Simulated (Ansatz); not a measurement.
# Geometry relaxation, with input and output: MoTe₂ (part 2 of 2)

The same run, continued: MoTe₂ (slab, 3 atoms in the cell); DFT PBE+D3(BJ), scalar-relativistic, plane waves, PAW, no spin polarisation (Ansatz 0.2.0); cutoff 420 eV, 12×12×1 k-mesh, Gaussian smearing of 0.02 eV. The structure derives from an entry of the Crystallography Open Database. It belongs to a series of runs on one base structure; here: biaxial strain +0.020, atoms relaxed.

Geometry of the input (Å; fractional positions):
```
3.5740  0.0000  0.0000
-1.7870  3.0951  0.0000
0.0000  0.0000  33.2702
Te 0.3333  0.6667  0.4454
Mo 0.6667  0.3333  0.5000
Te 0.3333  0.6667  0.5546
```

```
NSCF: frozen V_eff on 25 k-points
WARN: The output density's exchange-correlation potential varies sharply where the density is thin. Do not read a vacuum level from v_tot or v_xc, or from such a field of the output density. On a cell that repeats whose density bears no net charge and no dipole along the vacuum's axis use v_es (v_loc + v_h of the components); under efield.dipole_correction with no amplitude use v_es + v_field, which holds any external_charges[].barrier, or the levels of the report's work_function block, which leave it out; under a non-zero efield.amplitude the vacuum is tilted and has no level; on a cell that repeats and bears such a dipole with no correction it is tilted too, and efield.dipole_correction with no amplitude gives each side of its ramp a level where efield: is served; in a cell that repeats whose density bears a net charge (total_charge, or a fill off its count) it is curved and has none; of a slab under crystal.periodic whose density bears no net charge use v_es, which has a level on each side, short of where the two are joined; of another it falls or rises all the way out and has none; of a slab beside external_charges read slab_vacuum_level instead, which it has where they leave it neutral. The grid or the basis barely resolves most such structure, and the values can differ between equally converged runs; as a rule a tighter scf.convergence.dr2_threshold does not remove it. Where the density itself ripples (under the LDA too) a higher basis.ecutwfc lessens it. The files hold the spikes' plane waves up to the density's cutoff. Files: v_tot_of_output_density and the like, and their columns of v_z.tsv (output.write_potential); v_xc_of_output_density and the like, and their columns of v_comp_z.tsv (output.write_potential_components). Measured: with its Gaussian average of σ = 0.25 Å subtracted twice, the exchange-correlation potential is over 0.1 eV at 3 of the grid points where the equally averaged density (valence and model cores) is under 1e-3 e/Å³, and 0.114 eV at the most among them, at an averaged density of 6.3e-10 e/Å³. See output.write_potential in the manual, Limitations
SCF converged after 5 iterations
Free energy (F): -18917.887614 eV
Harris-Foulkes:  -18917.887614 eV  (|F-HF|=1.94e-9)
Internal energy: -18917.887614 eV  (E = F + TS)
E sigma→0 (E₀):  -18917.887614 eV
Fermi energy:    -4.401313 eV
--- Per-component energies (eV) ---
  E_band       = -1361.480817
  E_kinetic    = 802.730861
  E_local      = -115771.370082  (includes V_loc(G=0)·N_el)
  E_nonlocal   = -476.387946
  E_hartree    = 57712.937690
  E_xc         = -431.924675
  E_vxc        = -437.115017  (∫ρ·V_xc dr)
  E_paw        = -12526.942218  (= ΣΔE_a)
  E_vpaw       = -905.212446  (= ΣTr[D̂ρ^β])
  E_aug_tail   = -0.000349  (compensation charges beyond the density's cutoff)
  E_ewald      = 51774.230583
  E_disp       = -1.161477  (pairwise vdW)
  E_smearing   = -0.000000  (= −TS)
  E_closure    = 0.000000  (closes the sum)
  Σ components = -18917.887614   (vs F -18917.887614, Δ=0.00e0)
--- Forces (eV/Å), atoms counted from 1 ---
  atom   1  Te     0.00000000    -0.00000000    -0.00164159
  atom   2  Mo     0.00000000     0.00000000     0.00000000
  atom   3  Te     0.00000000    -0.00000000     0.00164159
  max |Σ_I F_I| component: 2.31e-17 eV/Å
--- 2D stress c σ (N/m, compression-positive) ---
       -1.981521       0.000000       0.000000
        0.000000      -1.981521       0.000000
        0.000000       0.000000       0.000000
  P = ½ c Tr σ = -1.9815 N/m
--- Band table (eV; the first three rows and the last of 19) ---
  k-point 0: bands = ["-65.5959", "-41.3997", "-41.3997", "-41.3885", "-41.3885", "-41.3309", "-41.3309", "-41.3198", "-41.3198", "-41.3059", "-41.2963", "-39.7288", "-39.6205", "-39.6205", "-17.4032", "-16.4355", "-9.7888", "-6.6055", "-6.6055", "-6.5109", "-5.8235", "-5.8235", "-5.2793", "-1.9042 (-1.9042°)", "-1.9042 (-1.9042°)", "-1.6185", "-1.6185", "-0.6861"]
  k-point 1: bands = ["-65.5954", "-41.3990", "-41.3983", "-41.3895", "-41.3873", "-41.3315", "-41.3311", "-41.3215", "-41.3199", "-41.3054", "-41.2957", "-39.7246", "-39.6287", "-39.6220", "-17.3117", "-16.3728", "-9.6879", "-6.8138", "-6.7295", "-6.5299", "-5.9476", "-5.6999", "-5.2944", "-2.2774", "-2.1420", "-1.8183", "-1.8177", "-0.5144"]
  k-point 2: bands = ["-65.5940", "-41.3970", "-41.3945", "-41.3924", "-41.3841", "-41.3330", "-41.3316", "-41.3259", "-41.3202", "-41.3041", "-41.2939", "-39.7134", "-39.6509", "-39.6259", "-17.0463", "-16.1914", "-9.4095", "-7.3690", "-7.1702", "-6.3154", "-6.2522", "-5.6951", "-5.3936", "-2.9348", "-2.7521", "-2.2802", "-1.6278", "-0.2005"]
  k-point 18: bands = ["-65.5876", "-41.4022", "-41.3831", "-41.3785", "-41.3780", "-41.3494", "-41.3377", "-41.3248", "-41.3245", "-41.3001", "-41.2858", "-39.7212", "-39.6803", "-39.6605", "-15.2533", "-14.9897", "-9.3156", "-9.1757", "-8.6248", "-7.8267", "-7.7537", "-6.5737", "-4.9140", "-3.8886", "-2.9559", "-2.4272", "-0.9163", "0.1580"]
  ° read free of the cell's end (the report's vacuum.weakly_bound_levels)
--- Relaxed structure (4 steps of the walk, 3 accepted, 0 SCFs on fresh bases) ---
  F+E_penalty+E_count = -18917.88761375 eV   max|allowed force component| = 1.642e-3 eV/Å
  cell:  # Å, volume = 368.0340 Å³
    - [3.573970037477239, 2.8867423553463586e-11, 0.0]
    - [-1.7869850187636198, 3.0951488448052777, 0.0]
    - [0.0, 0.0, 33.2702079551]
  atoms:
    - { symbol: Te, position: [0.3333333333333333, 0.6666666666666666, 0.44617035694897306] }
    - { symbol: Mo, position: [0.6666666666666666, 0.3333333333333333, 0.49999999999999994] }
    - { symbol: Te, position: [0.3333333333333333, 0.6666666666666666, 0.553829643051027] }
```

**Trajectory as extended XYZ (Å, eV, eV/Å), 4 frames, from step=1 to step=4**
```
3
Lattice="3.5740 0.0000 0.0000 -1.7870 3.0951 0.0000 0.0000 0.0000 33.2702" Properties=species:S:1:pos:R:3:forces:R:3 step=1 energy=-18917.87868
Te    0.0000    2.0634   14.8181    0.0000   0.0000   0.3409
Mo    1.7870    1.0317   16.6351    0.0000   0.0000   0.0000
Te    0.0000    2.0634   18.4521    0.0000   0.0000  -0.3409
3
Lattice="3.5740 0.0000 0.0000 -1.7870 3.0951 0.0000 0.0000 0.0000 33.2702" Properties=species:S:1:pos:R:3:forces:R:3 step=2 energy=-18917.82275 accepted=F
Te    0.0000    2.0634   14.9110    0.0000   0.0000  -0.9991
Mo    1.7870    1.0317   16.6351    0.0000   0.0000   0.0000
Te    0.0000    2.0634   18.3592    0.0000   0.0000   0.9991
3
Lattice="3.5740 0.0000 0.0000 -1.7870 3.0951 0.0000 0.0000 0.0000 33.2702" Properties=species:S:1:pos:R:3:forces:R:3 step=3 energy=-18917.88750
Te    0.0000    2.0634   14.8412    0.0000   0.0000   0.0393
Mo    1.7870    1.0317   16.6351    0.0000   0.0000   0.0000
Te    0.0000    2.0634   18.4290    0.0000   0.0000  -0.0393
3
Lattice="3.5740 0.0000 0.0000 -1.7870 3.0951 0.0000 0.0000 0.0000 33.2702" Properties=species:S:1:pos:R:3:forces:R:3 step=4 energy=-18917.88761
Te    0.0000    2.0634   14.8442    0.0000   0.0000  -0.0016
Mo    1.7870    1.0317   16.6351    0.0000   0.0000   0.0000
Te    0.0000    2.0634   18.4260    0.0000   0.0000   0.0016
```

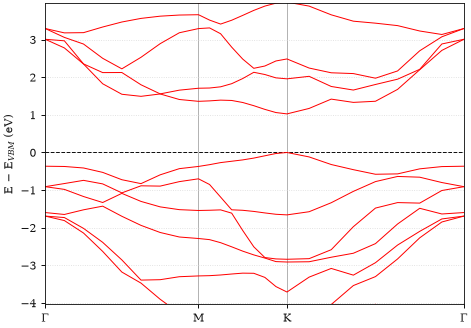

Fig. 1: Band structure along Γ–M–K–Γ, with energies from the valence-band top. There is a gap of 1.03 eV on this path, direct, at K.

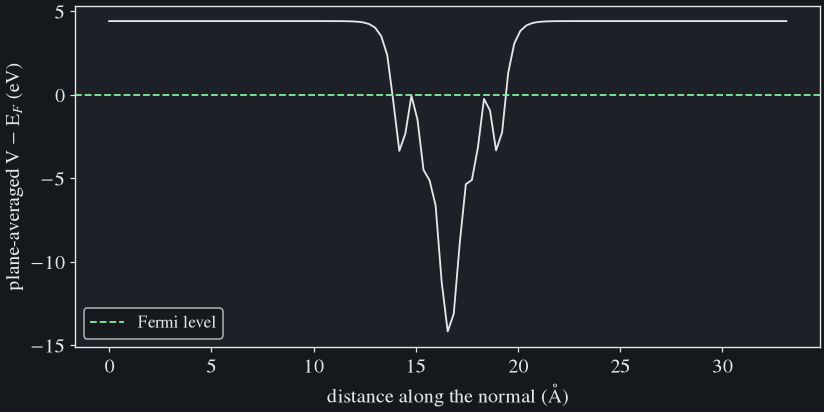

Fig. 2: Plane average of the electrostatic potential energy of an electron across the cell, from the Fermi level. The vacuum level lies 4.40 eV above the Fermi level.

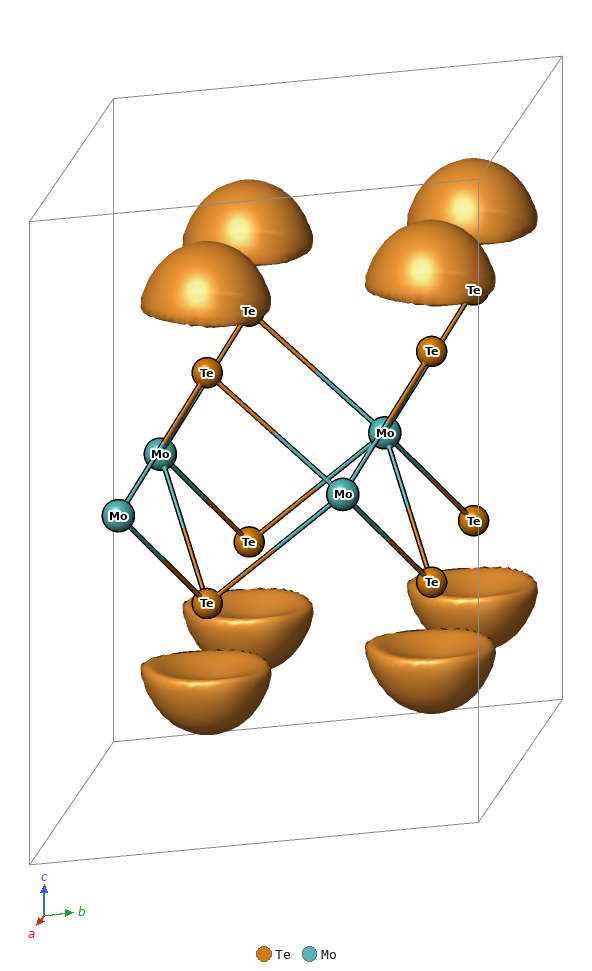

Fig. 3: Isosurface of the ELF at 0.75 (orange), seen slightly off an axis. Core shells and regions of very low density are left out. Sticks mark near contacts. Values along the shortest contacts: Te–Mo (2.73 Å): the ELF is about 0.55 at the midpoint. In a PAW calculation such maps are meaningful between the atoms, not at the nuclei.

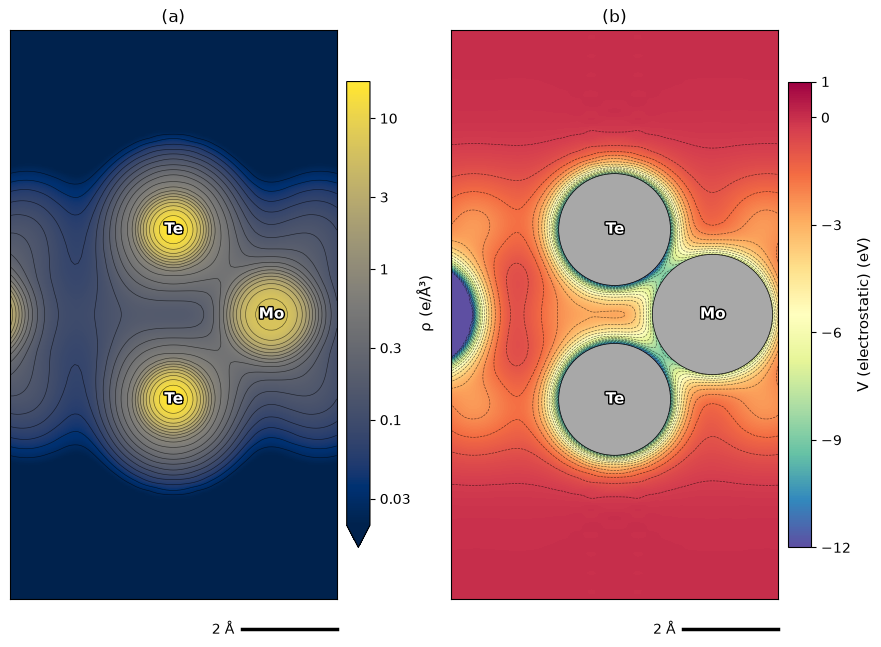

Fig. 4: (a) valence electron density; (b) electrostatic potential (local pseudopotential plus Hartree) felt by an electron on the (110) plane of the calculation cell, a cut from vacuum to vacuum. Grey discs, where drawn, cover atomic cores. Atoms in the plane: Te and Mo. Te–Mo (2.73 Å): ρ at the midpoint is about 0.45 e/Å³. The density dies away to nearly zero in the vacuum.

**Key numbers**

```csv
quantity,value
outcome,converged
electrons treated,46
free energy,−18917.8876 eV
"work function, top face",4.40 eV
"work function, bottom face",4.40 eV
Fermi energy,−4.401 eV
gap on the k-point mesh,1.03 eV
gap on the band path,1.03 eV
final volume,368.03 Å³
work function (upper face),4.40 eV
largest force (length of the vector) at the end,0.002 eV/Å
hardware,"2 threads of Intel Xeon @ 2.50GHz (Skylake/Cascade Lake), 32 GiB of memory available, shared host"
wall time,78 s (CPU time 2.5 min)
peak memory,0.68 GiB
```

**Notes**

The program warns: the SCF threshold is looser than advised for the printed stress; the exchange-correlation potential is rough where the density is thin. Spin-orbit coupling is left out, which matters for Te.
